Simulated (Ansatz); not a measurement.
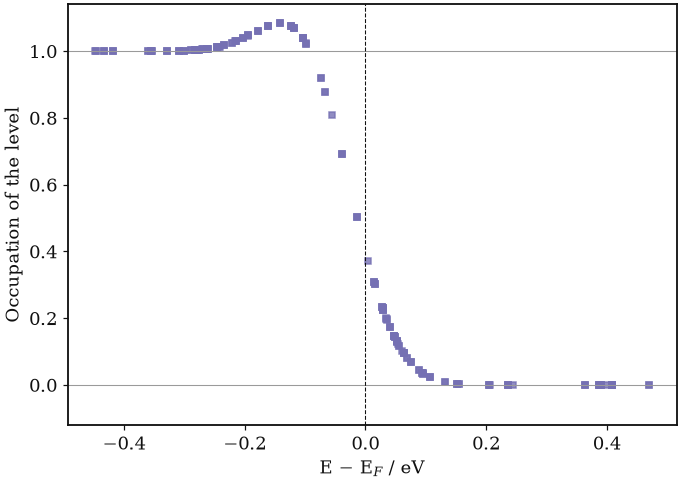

Occupations of the one-electron levels of the k mesh against their energy, from a run on MnS, space group Fm-3m (No. 225), 4 atoms in the cell, with Ansatz.

Name the smearing function and its width.

Answer. cold (Marzari-Vanderbilt) smearing with a width of 0.1 eV. The occupations overshoot 1 below the Fermi level (up to 1.08) but never turn negative, and they are not symmetric about it.
